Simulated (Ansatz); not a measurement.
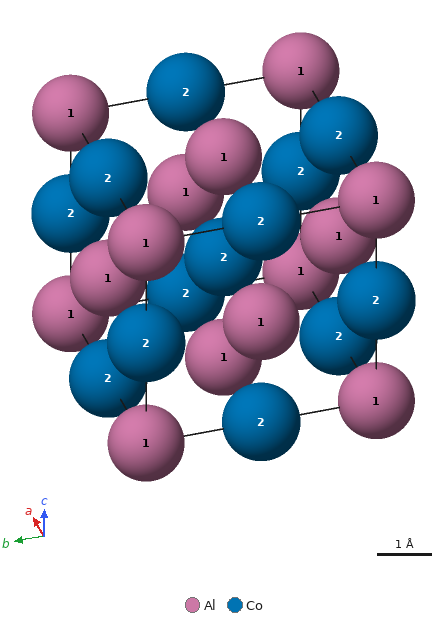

The structure (spheres-only view of the cell 4 times as large as that of the calculation, set on its symmetry axes, seen at an oblique angle; atoms are numbered from 1 in the order of the input).

## AlCo: single-point calculation

AlCo (2 atoms in the cell), computed with DFT PBE, scalar-relativistic, plane waves, PAW, spin-polarised (Ansatz 0.2.0).

The structure was made by swapping elements on the sites of another compound; it need not be a known phase. It belongs to a series of runs on one base structure; here: rock salt type (Fm-3m, No. 225). Figures and captions count atoms from 1; the log counts them from 0 in places.

Input file
```yaml
crystal:
  lattice:
    - [0.0, 2.2442726703, 2.2442726703]
    - [2.2442726703, 0.0, 2.2442726703]
    - [2.2442726703, 2.2442726703, 0.0]
  atoms:
    - { symbol: Al, position: [0.0, 0.0, 0.0] }
    - { symbol: Co, position: [0.5, 0.5, 0.5], spin: 3.0 }
basis:
  ecutwfc: 420
kpoints:
  mp_grid: { grid: [8, 8, 8] }
hamiltonian:
  xc: pbe
scf:
  occupations: { method: gaussian, width: 0.1 }
  lower_state_search: "off"
output:
  forces: true
  stress: true
  eigenvalues: true
  populations: true
magnetization:
  spin_polarized: true
```

Launched with:
```bash
ansatz run input.yaml --threads 1 --pin off --max-ram 2560MiB --backend cpu --events-out ev --progress --plain --runs-dir out
```

Log
```
Engine: ansatz 0.2.0, x86_64-unknown-linux-gnu
Pseudopotentials: kind: paw
Pseudopotential: Al, paw, valence charge 3, recommended cutoff 420 eV (normal), Al.paw.azcp
Pseudopotential: Co, paw, valence charge 17, recommended cutoff 420 eV (normal), Co.paw.azcp
Functional definition: PBE
  parameter kappa = 0.804
  parameter beta = 0.06672455060314922
  exchange = pbe_x(kappa = kappa, mu = beta*pi^2/3)
  correlation = pbe_c(beta = beta)
Crystal: 2 atoms, lattice volume = 22.608 Å³
Basis set: ecut = 420 eV, 459 PW (Γ), exchange–correlation on 48×48×48 points (8 copies of the dense FFT grid, shifted against one another)
Bands: 16, of which v1, the nominal top of the filled ones, is band 10 counted from 1 (9 counted from 0)
Symmetry: 48 space group operations
Space group: Fm-3m (ITA 225), of the structure as read, at distance tolerance 2.8e-5 Å
Magnetic group: BNS 225.116 (UNI 1618), of the structure as read, at distance tolerance 2.8e-5 Å
k-points: 29 of 512
Non-local potential: Al, projectors of the file, l = 0: 2, l = 1: 2, l = 2: 1
Non-local potential: Co, projectors of the file, l = 0: 3, l = 1: 2, l = 2: 3, l = 3: 1
PAW form: soft (Blöchl's): semilocal exchange-correlation on the pseudo side does not see the compensation charge
PAW one-centre angular grid: Al, 110 points (default); XC on 64 Gauss nodes
PAW one-centre angular grid: Co, 590 points (default); XC on 64 Gauss nodes
Initial density: superposition of atomic densities (chi_scale 0.1, normalization cell)
Starting moments: Σ|m| = 3 μB on 1 of 2 sites
Initial wavefunctions: pseudopotential atomic-orbital guess
Functional: x = pbe(κ = 0.804, μ = 0.2195149727645171), c = pbe(β = 0.06672455060314922)
SCF iter   1: F=—  HF=-5662.103256 eV  |F-HF|=—  |Δ(HF+E_count)|=         —  Δρ=2.36e-1 (↑1.24e-1 ↓2.36e-1)  dr2=2.76e0  dr2_m=6.62e0  M=0.856 μB ∫|m|=1.143 μB  β_m=0.30  ethr=3.10e-3  ⟨swp⟩=4.9  Hψ=4313  notcnv=0
preconditioner: auto → none  [metal: Δε(μ)=0.049 eV  Ē_g=11.518 eV  σ=0.100 eV  W_gap=0.27  n_scr=8 (ndim 8)  ℏωp=27.1 eV  f_vac=0.000  D(μ)=1.84/eV (n_scr^D=14)  sad-step TF]
SCF iter   2: F=—  HF=-5661.845749 eV  |F-HF|=—  |Δ(HF+E_count)|=   2.58e-1  Δρ=1.65e-1 (↑1.65e-1 ↓1.30e-1)  dr2=2.14e-1  dr2_m=4.46e0  M=1.223 μB ∫|m|=1.483 μB  β_m=0.30  ethr=3.10e-3  ⟨swp⟩=2.2  Hψ=1980  notcnv=0  defer=80
Mixer restart at iter 2: flushing history
spin-set hold released at iteration 2 (the charge has settled, or the pull on large starting moments outlasts its swing): the magnetisation degrees of freedom join the quasi-Newton model from the next iteration; the mixer history was flushed
SCF iter   3: F=—  HF=-5662.129302 eV  |F-HF|=—  |Δ(HF+E_count)|=   2.84e-1  Δρ=1.58e-1 (↑1.19e-1 ↓1.58e-1)  dr2=4.99e-1  dr2_m=3.95e0  M=0.852 μB ∫|m|=1.146 μB  β_m=0.65  ethr=1.07e-3  ⟨swp⟩=2.8  Hψ=1937  notcnv=0  defer=80
SCF iter   4: F=—  HF=-5662.887120 eV  |F-HF|=—  |Δ(HF+E_count)|=   7.58e-1  Δρ=1.35e-1 (↑1.35e-1 ↓2.86e-2)  dr2=3.64e0  dr2_m=6.46e-1  M=0.877 μB ∫|m|=1.129 μB  β_m=0.51  ethr=1.07e-3  ⟨swp⟩=3.1  Hψ=2011  notcnv=0  defer=80
SCF iter   5: F=—  HF=-5662.698317 eV  |F-HF|=—  |Δ(HF+E_count)|=   1.89e-1  Δρ=3.38e-2 (↑3.38e-2 ↓6.38e-3)  dr2=1.34e-1  dr2_m=8.05e-2  M=0.224 μB ∫|m|=0.357 μB  β_m=0.78  ethr=1.07e-3  ⟨swp⟩=2.7  Hψ=2189  notcnv=0  defer=78
SCF iter   6: F=—  HF=-5662.717562 eV  |F-HF|=—  |Δ(HF+E_count)|=   1.92e-2  Δρ=7.65e-3 (↑9.76e-4 ↓7.65e-3)  dr2=8.19e-3  dr2_m=3.34e-3  M=0.026 μB ∫|m|=0.061 μB  β_m=0.89  ethr=6.71e-4  ⟨swp⟩=1.9  Hψ=1267  notcnv=0  defer=75
SCF iter   7: F=—  HF=-5662.717970 eV  |F-HF|=—  |Δ(HF+E_count)|=   4.09e-4  Δρ=2.37e-3 (↑1.29e-3 ↓2.37e-3)  dr2=1.71e-4  dr2_m=6.89e-4  M=0.013 μB ∫|m|=0.024 μB  β_m=0.88  ethr=4.10e-5  ⟨swp⟩=1.6  Hψ=1020  notcnv=0  defer=75
SCF iter   8: F=—  HF=-5662.718143 eV  |F-HF|=—  |Δ(HF+E_count)|=   1.72e-4  Δρ=4.08e-4 (↑4.08e-4 ↓2.51e-4)  dr2=4.17e-6  dr2_m=2.24e-5  M=0.002 μB ∫|m|=0.005 μB  β_m=0.94  ethr=8.53e-7  ⟨swp⟩=2.1  Hψ=1144  notcnv=0  defer=75
SCF iter   9: F=—  HF=-5662.718154 eV  |F-HF|=—  |Δ(HF+E_count)|=   1.14e-5  Δρ=1.22e-5 (↑1.22e-5 ↓6.97e-6)  dr2=2.62e-8  dr2_m=1.31e-8  M=0.000 μB ∫|m|=0.000 μB  β_m=0.97  ethr=2.08e-8  ⟨swp⟩=2.0  Hψ=1215  notcnv=0  defer=75
iter 10 did not close the SCF: its close was put off for a magnetic moment that had not settled (scf_convergence_deferred on its scf_iter line)
SCF iter  10: F=-5662.718154 eV  HF=-5662.718154 eV  |F-HF|=5.35e-8  |Δ(HF+E_count)|=   5.29e-8  Δρ=1.26e-5 (↑6.77e-6 ↓1.26e-5)  dr2=5.76e-8  dr2_m=1.77e-9  M=0.000 μB ∫|m|=0.000 μB  β_m=0.97  ethr=1.31e-10  ⟨swp⟩=6.3  Hψ=3898  notcnv=0
iter 11 did not close the SCF: its close was put off for a magnetic moment that had not settled (scf_convergence_deferred on its scf_iter line)
SCF iter  11: F=-5662.718154 eV  HF=-5662.718154 eV  |F-HF|=1.36e-10  |Δ(HF+E_count)|=   7.00e-9  Δρ=2.68e-6 (↑2.68e-6 ↓2.35e-6)  dr2=1.46e-11  dr2_m=1.30e-9  M=0.000 μB ∫|m|=0.000 μB  β_m=0.98  ethr=1.31e-10  ⟨swp⟩=2.0  Hψ=2609  notcnv=0
iter 12 did not close the SCF: its close was put off for a magnetic moment that had not settled (scf_convergence_deferred on its scf_iter line)
SCF iter  12: F=-5662.718154 eV  HF=-5662.718154 eV  |F-HF|=2.73e-12  |Δ(HF+E_count)|=  3.06e-10  Δρ=4.40e-7 (↑3.81e-7 ↓4.40e-7)  dr2=4.69e-12  dr2_m=3.42e-11  M=-0.000 μB ∫|m|=0.000 μB  β_m=0.86  ethr=1.00e-12  ⟨swp⟩=1.0  Hψ=2444  notcnv=0
SCF iter  13: F=-5662.718154 eV  HF=-5662.718154 eV  |F-HF|=0.00e0  |Δ(HF+E_count)|=  7.28e-12  Δρ=9.74e-8 (↑6.76e-8 ↓9.74e-8)  dr2=2.89e-13  dr2_m=1.39e-12  M=-0.000 μB ∫|m|=0.000 μB  ethr=1.00e-12  ⟨swp⟩=1.0  Hψ=2013  notcnv=0
WARN: the starting moments were not kept: the SCF closed with an absolute magnetisation of 8.8e-7 μB, where they sum to 3 μB in size (1 site). That is at most 0.1 of that sum. Measured as dr2_m measures the in/out step, that magnetisation stands 1.4e-12 eV from none, at or under the dr2_threshold of 1.0e-7 eV: it is no larger than a step whose dr2_m would equal this threshold. The system may hold no moment; this SCF shows only that its start led to no more than that. To try another start: raise the starting moments (crystal.atoms[].spin, magnetization.per_species, magnetization.initial_magnetization, or on a non-collinear deck that types none of these the spinor_matrix: blocks that start its atoms; where the total moment is fixed, keep their sum and leave initial_magnetization as it is; typed ones take the place of any that the run laid by itself, positive ones on a crystal's lanthanoids without a Hubbard term where scf.initial_density.shell_occupations: [] is typed) or, if the notice of its spin-set hold's release reads "site moments contracting" or "site moments show no strong build", lengthen the hold (scf.mixing.spin_hold: { on: { confirm: 4 } }; for m-r²SCAN on two components see the key's manual first). Each may lead to a state that holds a moment. A second SCF, from the converged charge density, with the starting moments and any scf.initial_density.shell_occupations laid on it anew, would have followed, and was not run: the deck does not ask for one (magnetization.retry_lost_moments is false, the default). To let it run, set magnetization.retry_lost_moments: true and run the deck again, where that key's refused combinations let it; where memory then withholds it, that run's warning says so.
SCF 1 converged in 13 iterations: F = -5662.718154 eV  dr2 = 2.89e-13
  greatest PAW one-centre occupation: 1.001 electrons in one spin orbital (limit 2), on the Co atom at site 1 (counted from 0), in its partial waves of l = 1
```

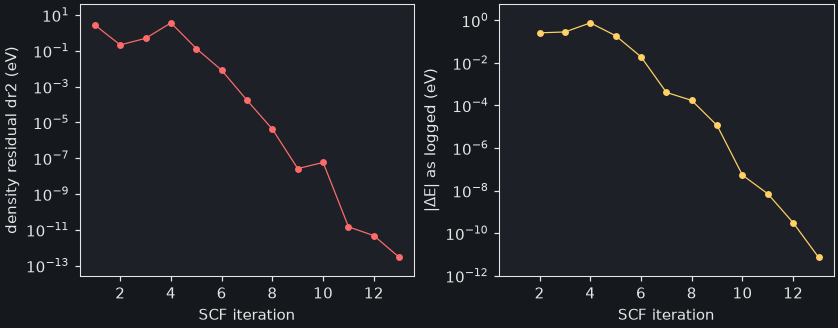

Convergence of the self-consistent field: density residual dr2 and size of the energy change against the SCF iteration. The residual falls unevenly and jumps up by a factor of two or more 3 times on the way down.

```
SCF converged after 13 iterations
Magnetization: -0.0000 μB (10.0000 up, 10.0000 down)
Absolute magnetization: 0.0000 μB (∫|ρ↑−ρ↓|, with the PAW one-centre terms)
Spin contamination: 0.0000 ħ² per cell (⟨S²⟩ above its minimum at these occupations)
Per-site moments (μB) at R_I (Å): [(2.309233930828935e-8, 0.9257624764987501), (-7.474580840053506e-7, 0.9257624764987501)]
Free energy (F): -5662.718154 eV
Harris-Foulkes:  -5662.718154 eV  (|F-HF|=0.00e0)
Internal energy: -5662.713560 eV  (E = F + TS)
E sigma→0 (E₀):  -5662.715857 eV
Entropy (-TS):   -0.004595 eV (-2.297 meV/atom)
Fermi energy:    14.872639 eV
--- Per-component energies (eV) ---
  E_band       = -273.241404
  E_kinetic    = 489.812736
  E_local      = -3639.155886  (includes V_loc(G=0)·N_el)
  E_nonlocal   = 477.035563
  E_hartree    = 1573.782259
  E_xc         = -201.212489
  E_vxc        = -237.362435  (∫ρ·V_xc dr)
  E_paw        = -1993.094891  (= ΣΔE_a)
  E_vpaw       = -511.136020  (= ΣTr[D̂ρ^β])
  E_aug_tail   = 0.000079  (compensation charges beyond the density's cutoff)
  E_ewald      = -2369.880930
  E_smearing   = -0.004595  (= −TS)
  E_closure    = -0.000000  (closes the sum)
  Σ components = -5662.718154   (vs F -5662.718154, Δ=0.00e0)
--- Forces (eV/Å), atoms counted from 1 ---
  atom   1  Al    -0.00000000     0.00000000     0.00000000
  atom   2  Co     0.00000000    -0.00000000     0.00000000
  max |Σ_I F_I| component: 8.24e-29 eV/Å
--- Stress (GPa, compression-positive) ---
       34.879363      -0.000000      -0.000000
        0.000000      34.879363       0.000000
        0.000000       0.000000      34.879363
  P = ⅓ Tr σ = 34.8794 GPa (348.794 kbar)
--- Band table (eV; the first three rows and the last of 58) ---
  k-point 0 ↑: bands = ["-79.4891", "-42.8622", "-42.8622", "-42.8622", "3.7419", "12.8387", "12.8387", "12.8387", "13.0931", "13.0931", "23.5320", "23.5320", "23.5320", "27.0026", "27.0561", "27.0561"]
  k-point 1 ↑: bands = ["-79.4888", "-42.8658", "-42.8629", "-42.8629", "4.1019", "12.6416", "12.8704", "12.8704", "13.0998", "13.0998", "21.4147", "23.3967", "23.3967", "25.8522", "27.5352", "27.5352"]
  k-point 2 ↑: bands = ["-79.4882", "-42.8746", "-42.8647", "-42.8647", "5.1566", "12.0391", "12.6660", "12.6660", "13.4402", "13.4402", "18.2080", "23.1230", "23.1230", "25.4452", "26.9858", "26.9858"]
  k-point 28 ↓: bands = ["-79.4869", "-42.8783", "-42.8783", "-42.8727", "10.1422", "11.0599", "11.0599", "12.4301", "14.3381", "15.0877", "15.4214", "15.4214", "17.1340", "27.4632", "27.4632", "29.0615"]
--- Löwdin populations: 2 sites ---
  site symbol       q [e]    m [muB]
     0     Al      3.1162     0.0000
     1     Co     16.7330    -0.0000
  spilling = 0.007540 (of n_electrons = 20.000000)
```

File populations.tsv
```
# site	symbol	l	j	q_up	q_dn
# orbitals = lowdin
# n_electrons = 20.000000
# spilling = 0.007540
0	Al	0_3S	-	0.501954	0.501954
0	Al	1_3P	-	1.056165	1.056165
1	Co	0_3S	-	0.970815	0.970815
1	Co	0_4S	-	0.217849	0.217849
1	Co	1_3P	-	2.988496	2.988496
1	Co	2_3D	-	4.189319	4.189320
```

Key numbers

| quantity | value |
| --- | --- |
| outcome | converged |
| space group (tolerance 0.01 Å) | Fm-3m (225) |
| electrons treated | 20 |
| free energy | −5662.7182 eV |
| Fermi energy | 14.873 eV |
| gap on the k-point mesh | none (metallic) |
| net moment of the cell | 0.00 μB |
| integrated absolute moment | 0.00 μB |
| pressure | 34.88 GPa |
| largest force (length of the vector) | under 0.001 eV/Å |
| hardware | 1 thread of Intel Xeon @ 2.50GHz (Skylake/Cascade Lake), 192 GiB of memory available, shared host |
| wall time | 5 s |
| peak memory | 0.34 GiB |

Notes

Warnings of the run: some starting moments were not kept. The cell is under a pressure of 35 GPa at this level, so it is not at its equilibrium volume.
